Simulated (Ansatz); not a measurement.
**Zr: geometry relaxation**

- system: Zr (Fd-3m, 2 atoms in the cell)
- method: DFT, PBEsol, plane waves, PAW, no spin polarisation (Ansatz 0.2.0)

The structure was built on a prototype by a generator; it need not be a known phase. Figures and captions count atoms from 1; the log counts them from 0 in places.

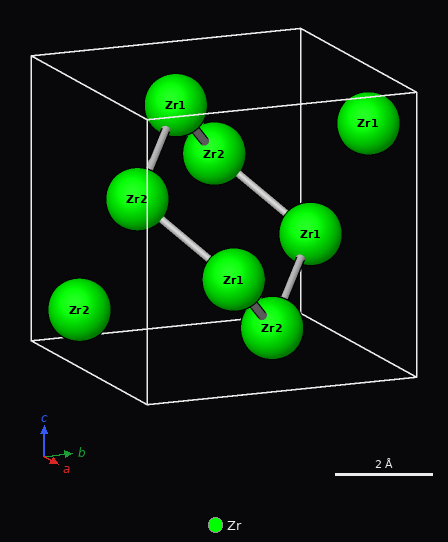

*The starting structure (ball-and-stick view of the cell 4 times as large as that of the calculation, set on its symmetry axes, seen slightly off an axis; atoms are numbered from 1 in the order of the input). An atom can appear more than once, as a periodic image.*

Results in brief:

```json
{"quantity": "outcome", "value": "converged"}
{"quantity": "space group (tolerance 0.01 Å)", "value": "Fd-3m (227)"}
{"quantity": "electrons treated", "value": "24"}
{"quantity": "free energy", "value": "−8252.3968 eV"}
{"quantity": "Fermi energy", "value": "10.127 eV"}
{"quantity": "pressure", "value": "0.04 GPa"}
{"quantity": "final volume", "value": "57.66 Å³"}
{"quantity": "largest force (length of the vector) at the end", "value": "under 0.001 eV/Å"}
{"quantity": "final cell", "value": "a = 4.336 Å, b = 4.336 Å, c = 4.336 Å, α = 60.00°, β = 60.00°, γ = 60.00°"}
{"quantity": "hardware", "value": "1 thread of Arm Neoverse V1, 112 GiB of memory available, shared host"}
{"quantity": "wall time", "value": "11 s"}
{"quantity": "peak memory", "value": "0.36 GiB"}
```

Settings chosen away from the usual ones: scf.occupations.method = "cold", scf.occupations.width = 0.3, scf.mixing.preconditioner = "kerker". These settings are looser than, or depart from, a standard set-up, so the numbers are not reference values for this system.

Input file:
```yaml
crystal:
  lattice:
    - [0.0, 3.0396135098, 3.0396135098]
    - [3.0396135098, 0.0, 3.0396135098]
    - [3.0396135098, 3.0396135098, 0.0]
  atoms:
    - { symbol: Zr, position: [-0.125, -0.125, -0.125] }
    - { symbol: Zr, position: [0.125, 0.125, 0.125] }
kpoints:
  mp_grid: { grid: [12, 12, 12] }
scf:
  occupations: { method: cold, width: 0.3 }
  mixing: { preconditioner: kerker }
hamiltonian:
  xc: pbesol
  pseudopotentials: { kind: paw }
output:
  forces: true
  stress: true
  write_density: true
  write_potential: true
  elf: true
  volumetric_format: npy
relax:
  f_tol: 0.005
  max_steps: 40
  cell: {}
```

Command:
```bash
ansatz run input.yaml --threads 1 --pin off --max-ram 2048MiB --backend cpu --events-out ev --progress --plain --runs-dir out
```

Log:
```
The last accepted step is kept in [file] (removed where the run ends without a failure and the disk answers)
Engine: ansatz 0.2.0, aarch64-unknown-linux-gnu
Pseudopotentials: kind: paw
Pseudopotential: Zr, paw, valence charge 12, recommended cutoff 420 eV (normal), Zr.paw.azcp
Functional definition: PBEsol
  exchange = pbesol_x
  correlation = pbesol_c
Crystal: 2 atoms, lattice volume = 56.167 Å³
Basis set: ecut = 420 eV, 1067 PW (Γ), exchange–correlation on 60×60×60 points (8 copies of the dense FFT grid, shifted against one another)
Bands: 16, of which v1, the nominal top of the filled ones, is band 12 counted from 1 (11 counted from 0)
Symmetry: 48 space group operations
Space group: Fd-3m (ITA 227), of the structure as read, at distance tolerance 3.8e-5 Å
k-points: 72 of 1728
Non-local potential: Zr, projectors of the file, l = 0: 3, l = 1: 2, l = 2: 2, l = 3: 2
PAW form: soft (Blöchl's): semilocal exchange-correlation on the pseudo side does not see the compensation charge
PAW frozen core: Zr, regenerated for the run's functional, and the local potential with it (the file was generated under x = pbe(κ = 0.804, μ = 0.2195149727645171), c = pbe(β = 0.06672455060314922))
PAW one-centre angular grid: Zr, 590 points (default); XC on 64 Gauss nodes
Initial density: superposition of atomic densities (neutral atoms: chi_scale 0, normalization atom), corrected by the library's trained network
Initial wavefunctions: pseudopotential atomic-orbital guess
Functional: x = pbesol(κ = 0.804, μ = 0.12345679012345678), c = pbesol(β = 0.046)
SCF iter   1: F=—  HF=-8252.404538 eV  |F-HF|=—  |Δ(HF+E_count)|=         —  Δρ=1.05e-2  dr2=6.20e-2  ethr=1.77e-3  ⟨swp⟩=5.0  Hψ=5174  notcnv=0
SCF iter   2: F=—  HF=-8252.395694 eV  |F-HF|=—  |Δ(HF+E_count)|=   8.84e-3  S|Δr|=    0.00e0  Δρ=5.47e-3  dr2=1.79e-2  ethr=2.58e-4  ⟨swp⟩=1.0  Hψ=1728  notcnv=0
SCF iter   3: F=—  HF=-8252.391585 eV  |F-HF|=—  |Δ(HF+E_count)|=   4.11e-3  S|Δr|=    0.00e0  Δρ=5.99e-4  dr2=2.85e-4  ethr=7.46e-5  ⟨swp⟩=2.0  Hψ=1472  notcnv=0
SCF iter   4: F=—  HF=-8252.391545 eV  |F-HF|=—  |Δ(HF+E_count)|=   4.00e-5  S|Δr|=    0.00e0  Δρ=1.45e-4  dr2=1.26e-5  ethr=1.19e-6  ⟨swp⟩=2.8  Hψ=2042  notcnv=0
SCF iter   5: F=—  HF=-8252.391548 eV  |F-HF|=—  |Δ(HF+E_count)|=   2.99e-6  S|Δr|=    0.00e0  Δρ=4.24e-5  dr2=1.41e-6  ethr=5.25e-8  ⟨swp⟩=1.0  Hψ=1152  notcnv=0
SCF iter   6: F=-8252.391548 eV  HF=-8252.391548 eV  |F-HF|=7.76e-9  |Δ(HF+E_count)|=   2.02e-7  S|Δr|=    0.00e0  Δρ=9.90e-6  dr2=3.65e-8  ethr=4.17e-10  ⟨swp⟩=6.2  Hψ=7350  notcnv=0
SCF 1 converged in 6 iterations: F = -8252.391548 eV  dr2 = 3.65e-8
  greatest PAW one-centre occupation: 0.997 electrons in one spin orbital (limit 2), on the Zr atom at site 1 (counted from 0), in its partial waves of l = 0
relax step   1: F+E_penalty+E_count = -8252.39154796 eV  Δ(F+E_penalty+E_count) = +0.000e0 eV  max|allowed force component| = 9.252e-18 eV/Å  Δτ_max = 0.0000 Å  P = +1.089 GPa  Ω = 56.167 Å³  (6 SCF iters, dr2 threshold 1.00e-7 eV, accepted)
Crystal: 2 atoms, lattice volume = 57.663 Å³
Basis set: ecut = 420 eV, 1139 PW (Γ), exchange–correlation on 60×60×60 points (8 copies of the dense FFT grid, shifted against one another)
Initial density: handed on by an earlier stage of this run
Initial wavefunctions: those handed on with the density
iter 1 solved again at ethr=5.70e-6 eV; its pass at ethr=3.10e-3 eV (dr2=1.37e-3 eV) is discarded
SCF iter   1: F=—  HF=-8252.397010 eV  |F-HF|=—  |Δ(HF+E_count)|=         —  Δρ=1.23e-3  dr2=1.22e-3  ethr=5.70e-6  ⟨swp⟩=1.8  Hψ=7009  notcnv=0
SCF iter   2: F=—  HF=-8252.396789 eV  |F-HF|=—  |Δ(HF+E_count)|=   2.21e-4  S|Δr|=    0.00e0  Δρ=7.55e-4  dr2=5.41e-4  ethr=5.08e-6  ⟨swp⟩=1.0  Hψ=1152  notcnv=0
SCF iter   3: F=—  HF=-8252.396616 eV  |F-HF|=—  |Δ(HF+E_count)|=   1.73e-4  S|Δr|=    0.00e0  Δρ=1.44e-4  dr2=1.22e-5  ethr=2.25e-6  ⟨swp⟩=2.0  Hψ=1409  notcnv=0
SCF iter   4: F=—  HF=-8252.396620 eV  |F-HF|=—  |Δ(HF+E_count)|=   3.12e-6  S|Δr|=    0.00e0  Δρ=2.42e-5  dr2=3.12e-7  ethr=5.09e-8  ⟨swp⟩=2.0  Hψ=1389  notcnv=0
SCF iter   5: F=-8252.396620 eV  HF=-8252.396620 eV  |F-HF|=1.10e-8  |Δ(HF+E_count)|=   1.36e-7  S|Δr|=    0.00e0  Δρ=5.33e-6  dr2=1.45e-8  ethr=8.33e-10  ⟨swp⟩=7.5  Hψ=7055  notcnv=0
SCF 2 converged in 5 iterations: F = -8252.396620 eV  dr2 = 1.45e-8
relax step   2: F+E_penalty+E_count = -8252.39661976 eV  Δ(F+E_penalty+E_count) = -5.072e-3 eV  max|allowed force component| = 1.295e-16 eV/Å  Δτ_max = 0.0000 Å  P = +0.042 GPa  Ω = 57.663 Å³  energy of the carried Pulay correction = -1.281e-4 eV  (5 SCF iters, dr2 threshold 2.00e-7 eV, accepted)
Initial wavefunctions: pseudopotential atomic-orbital guess (no wavefunctions were taken with the density)
iter 1 solved again at ethr=5.29e-8 eV; its pass at ethr=3.10e-3 eV (dr2=1.27e-5 eV) is discarded
SCF iter   1: F=—  HF=-8252.396749 eV  |F-HF|=—  |Δ(HF+E_count)|=         —  Δρ=3.02e-5  dr2=4.68e-8  ethr=5.29e-8  ⟨swp⟩=3.0  Hψ=8688  notcnv=0
SCF iter   2: F=—  HF=-8252.396750 eV  |F-HF|=—  |Δ(HF+E_count)|=   7.14e-7  S|Δr|=    0.00e0  Δρ=1.57e-5  dr2=1.51e-8  ethr=1.95e-10  ⟨swp⟩=2.0  Hψ=1450  notcnv=0
SCF iter   3: F=—  HF=-8252.396750 eV  |F-HF|=—  |Δ(HF+E_count)|=   4.80e-8  S|Δr|=    0.00e0  Δρ=1.09e-6  dr2=6.93e-10  ethr=6.27e-11  ⟨swp⟩=2.5  Hψ=2075  notcnv=0
SCF iter   4: F=—  HF=-8252.396750 eV  |F-HF|=—  |Δ(HF+E_count)|=  3.69e-10  S|Δr|=    0.00e0  Δρ=3.16e-7  dr2=3.59e-11  ethr=2.89e-12  ⟨swp⟩=2.0  Hψ=1264  notcnv=0
SCF iter   5: F=-8252.396750 eV  HF=-8252.396750 eV  |F-HF|=1.82e-12  |Δ(HF+E_count)|=  1.27e-11  S|Δr|=    0.00e0  Δρ=5.13e-8  dr2=1.58e-12  ethr=1.00e-12  ⟨swp⟩=5.0  Hψ=4501  notcnv=0
SCF 3 converged in 5 iterations: F = -8252.396750 eV  dr2 = 1.58e-12
relax step   3: F+E_penalty+E_count = -8252.39675010 eV  Δ(F+E_penalty+E_count) = -1.303e-4 eV  max|allowed force component| = 1.850e-16 eV/Å  Δτ_max = 0.0000 Å  P = +0.043 GPa  Ω = 57.663 Å³  stress off target by 4.33e-2 GPa  SCF on the basis re-selected at this cell (its energy is not comparable with the rows above)  (5 SCF iters)
```

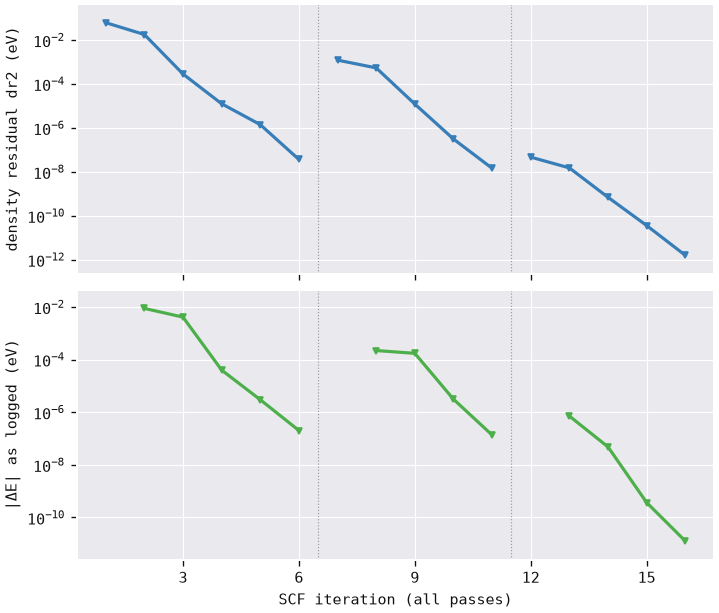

*Convergence of the self-consistent field: density residual dr2 and size of the energy change against the SCF iteration. The dotted lines part the SCF passes of the relaxation: geometry steps, rejected trials and re-solves on a re-selected basis.*

The passes take 6, 5 and 5 iterations.

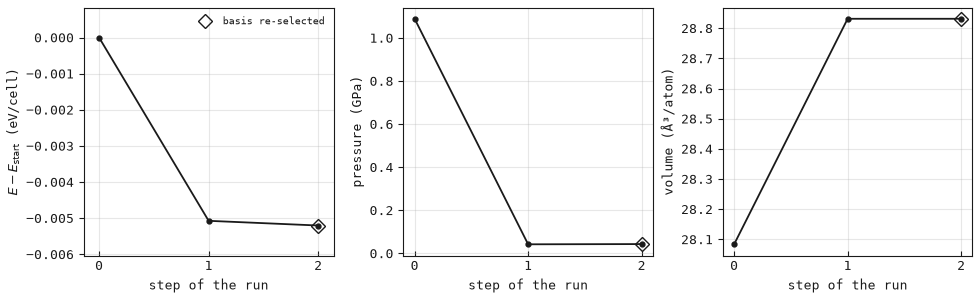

*Progress of the relaxation, step by step (the first geometry is step 0 here and step 1 in the log).*

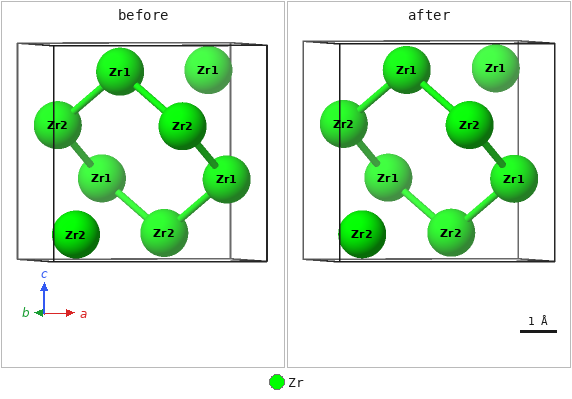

*Before (left) and after (right) the relaxation, at one scale (ball-and-stick view of the cell 4 times as large as that of the calculation, set on its symmetry axes, seen at an oblique angle).*

The atoms keep their places relative to the cell (all moves are under 0.005 Å). The drawn cell changes as follows: a = b = c 6.079 → 6.133 Å (+0.9 %); the volume changes by +2.7 %. Among the contacts that change: Zr1–Zr2 2.632 → 2.656 Å. The space group stays Fd-3m (No. 227). The energy falls by 5.1 meV per cell of the calculation in 1 geometry step. All forces vanish by symmetry, so only the cell relaxes. Pressure: 1.09 GPa at the start and 0.04 GPa at the end. A last SCF at the same geometry on a re-selected plane-wave basis shifts the energy by −0.1 meV per cell of the calculation. (Atoms are counted from 1 in the order of the input.)

```
basis re-selected at this cell: Δ(F+E_penalty+E_count) = -1.303e-4 eV, ΔP = +0.001 GPa vs the last step (what re-selecting the basis moved, of the pressure what is left beyond the Pulay correction that the steps carried, after the strain that the cell walked since its last selection, with what the two solves' SCF thresholds leave and, on support functions, any second-order correction that the steps lacked; it is no measure of the basis error at this ecutwfc). This SCF's stress stands 4.33e-2 GPa from its target on what of the cell is left free (relax.cell.stress_tol is 5.00e-2 GPa) and its largest allowed force component is 1.85e-16 eV/Å (relax.f_tol is 5.00e-3 eV/Å): within both
SCF converged after 5 iterations
Stability not checked: this state was not tested for a lower state beside it, because cold or Methfessel-Paxton smearing, or corrected tetrahedra, fill the levels in a way that the test cannot read (fill_not_monotonic; see scf.lower_state_search)
Free energy (F): -8252.396750 eV
Harris-Foulkes:  -8252.396750 eV  (|F-HF|=1.82e-12)
Internal energy: -8252.379443 eV  (E = F + TS)
E sigma→0 (E₀):  -8252.390981 eV
Entropy (-TS):   -0.017307 eV (-8.653 meV/atom)
Fermi energy:    10.126602 eV
--- Per-component energies (eV) ---
  E_band       = -280.170999
  E_kinetic    = 668.566270
  E_local      = -1724.325412  (includes V_loc(G=0)·N_el)
  E_nonlocal   = 171.510655
  E_hartree    = 574.066158
  E_xc         = -318.622690
  E_vxc        = -377.911879  (∫ρ·V_xc dr)
  E_paw        = -5802.558970  (= ΣΔE_a)
  E_vpaw       = -166.143026  (= ΣTr[D̂ρ^β])
  E_aug_tail   = 0.000050  (compensation charges beyond the density's cutoff)
  E_ewald      = -1821.346945
  E_core_change = 0.331441  (= ΣΔE_core)
  E_smearing   = -0.017307  (= −TS)
  E_closure    = 0.000000  (closes the sum)
  Σ components = -8252.396750   (vs F -8252.396750, Δ=0.00e0)
--- Forces (eV/Å), atoms counted from 1 ---
  atom   1  Zr    -0.00000000    -0.00000000     0.00000000
  atom   2  Zr     0.00000000     0.00000000     0.00000000
  max |Σ_I F_I| component: 3.70e-17 eV/Å
--- Stress (GPa, compression-positive) ---
        0.043321       0.000000       0.000000
        0.000000       0.043321       0.000000
        0.000000       0.000000       0.043321
  P = ⅓ Tr σ = 0.0433 GPa (0.433 kbar)
--- Band table (eV; the first three rows and the last of 72) ---
  k-point 0: bands = ["-38.6803", "-37.9592", "-17.0910", "-17.0910", "-17.0910", "-15.9220", "-15.9220", "-15.9220", "5.9494", "9.1556", "9.1556", "10.1362", "10.1362", "10.1362", "12.3904", "12.3904"]
  k-point 1: bands = ["-38.6715", "-37.9688", "-17.1017", "-17.1017", "-17.0911", "-15.9217", "-15.9101", "-15.9101", "6.0623", "9.0917", "9.0917", "10.1229", "10.2575", "10.2575", "12.1751", "12.3645"]
  k-point 2: bands = ["-38.6461", "-37.9963", "-17.1298", "-17.1298", "-17.0920", "-15.9204", "-15.8786", "-15.8786", "6.3873", "8.9945", "8.9945", "10.0998", "10.4726", "10.4726", "11.6313", "12.3469"]
  k-point 71: bands = ["-38.3275", "-38.3275", "-17.3829", "-17.3829", "-16.5027", "-16.5027", "-15.6054", "-15.6054", "8.0858", "8.0858", "10.1519", "10.1519", "11.0620", "11.0620", "11.3156", "11.3156"]
--- Relaxed structure (2 steps of the walk, 2 accepted, 1 SCFs on fresh bases) ---
  F+E_penalty+E_count = -8252.39675010 eV   max|allowed force component| = 1.850e-16 eV/Å   (the final SCF, on the basis selected at the relaxed cell)
  cell:  # Å, volume = 57.6630 Å³
    - [-1.0700281269080738e-33, 3.0663541210036387, 3.0663541210036387]
    - [3.0663541210036387, -1.3247967285528534e-33, 3.0663541210036387]
    - [3.0663541210036387, 3.0663541210036387, -5.095372032895593e-35]
  atoms:
    - { symbol: Zr, position: [-0.12500000000000003, -0.12500000000000003, -0.12500000000000003] }
    - { symbol: Zr, position: [0.12500000000000003, 0.12500000000000003, 0.12500000000000003] }
```

File v_z.tsv:
```
# z_ang	v_es[eV]	v_tot[eV]
# format = ansatz-planar-average/11
# xc	pbesol
# density_cutoff_ev	1680
# datasets	Zr=:simpson_from_first_knot:soft:shift=-755746
# lattice	-0.000000000	3.066354121	3.066354121
# lattice	3.066354121	-0.000000000	3.066354121
# lattice	3.066354121	3.066354121	-0.000000000
# sites	2
# site	40	-0.766588530	-0.766588530	-0.766588530
# site	40	0.766588530	0.766588530	0.766588530
0.000000	-3.505555e0	-1.598438e1
0.144549	-3.316274e0	-1.572460e1
0.289099	-2.788515e0	-1.499674e1
0.433648	-2.009098e0	-1.391621e1
0.578197	-1.034754e0	-1.257551e1
0.722747	1.719162e-1	-1.096520e1
0.867296	1.650134e0	-9.051571e0
1.011845	3.369864e0	-6.857140e0
1.156395	5.246372e0	-4.468898e0
1.300944	7.135036e0	-2.053830e0
1.445493	8.854777e0	1.677433e-1
1.590043	1.024096e1	1.988208e0
1.734592	1.124048e1	3.318039e0
1.879141	1.190913e1	4.189177e0
2.023690	1.229470e1	4.660288e0
2.168240	1.242063e1	4.804378e0
2.312789	1.229470e1	4.660288e0
2.457338	1.190913e1	4.189177e0
2.601888	1.124048e1	3.318039e0
2.746437	1.024096e1	1.988208e0
2.890986	8.854777e0	1.677433e-1
3.035536	7.135036e0	-2.053830e0
3.180085	5.246372e0	-4.468898e0
3.324634	3.369864e0	-6.857140e0
3.469184	1.650134e0	-9.051571e0
3.613733	1.719162e-1	-1.096520e1
3.758282	-1.034754e0	-1.257551e1
3.902832	-2.009098e0	-1.391621e1
4.047381	-2.788515e0	-1.499674e1
4.191930	-3.316274e0	-1.572460e1
```

Trajectory as extended XYZ (Å, eV, eV/Å), 3 frames, from step=1 to step=3:
```
2
Lattice="0.0000 3.0396 3.0396 3.0396 0.0000 3.0396 3.0396 3.0396 0.0000" Properties=species:S:1:pos:R:3:forces:R:3 step=1 energy=-8252.39155 pressure_GPa=1.09
Zr   -0.7599   -0.7599   -0.7599    0.0000   0.0000   0.0000
Zr    0.7599    0.7599    0.7599    0.0000   0.0000   0.0000
2
Lattice="0.0000 3.0664 3.0664 3.0664 0.0000 3.0664 3.0664 3.0664 0.0000" Properties=species:S:1:pos:R:3:forces:R:3 step=2 energy=-8252.39662 pressure_GPa=0.04
Zr   -0.7666   -0.7666   -0.7666    0.0000   0.0000   0.0000
Zr    0.7666    0.7666    0.7666    0.0000   0.0000   0.0000
2
Lattice="0.0000 3.0664 3.0664 3.0664 0.0000 3.0664 3.0664 3.0664 0.0000" Properties=species:S:1:pos:R:3:forces:R:3 step=3 energy=-8252.39675 pressure_GPa=0.04
Zr   -0.7666   -0.7666   -0.7666    0.0000   0.0000   0.0000
Zr    0.7666    0.7666    0.7666    0.0000   0.0000   0.0000
```
